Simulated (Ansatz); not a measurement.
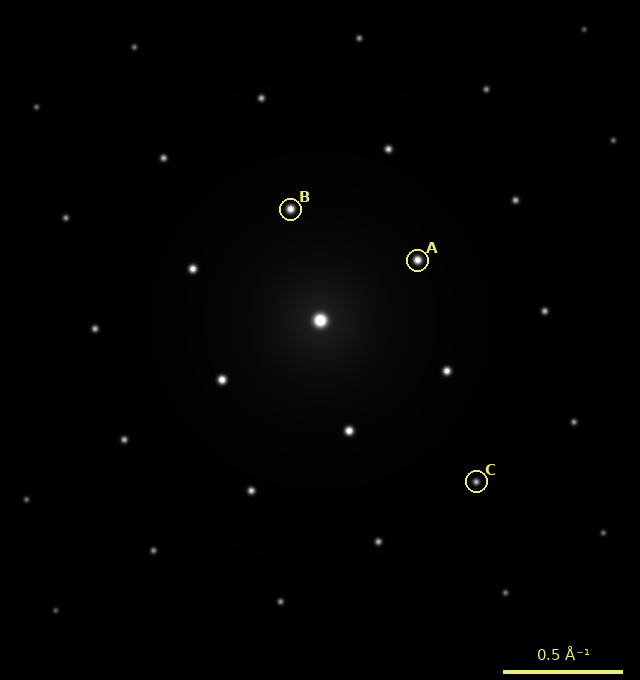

Simulated selected-area electron diffraction pattern (200 kV, kinematic approximation, thin crystal, B = 0.5 Å² for all atoms). The zone axis points towards the electron source and the pattern is seen from the source side.

Mn, space group I4/mmm (No. 139), a = 2.576 Å, c = 3.462 Å. Structure: the end point of a relaxation at fixed volume with DFT PBE, scalar-relativistic, plane waves, PAW in Ansatz 0.2.0; the starting structure was generated, so it need not be a known form of this composition.

```json
{"atom": "Mn", "site": "2a", "symmetry": "4/mmm", "x": "0.0000", "y": "0.0000", "z": "0.0000"}
```

Spot A is indexed 0 -1 1 and spot B 0 -1 -1.

Question: What are the indices of the remaining marked spot?

Answer: C = A − 2B = 0 1 3 (d = 1.053 Å).

Question: Which zone axis is this?

Answer: The cross product of A and B is parallel to [100]; every spot obeys hu + kv + lw = 0.
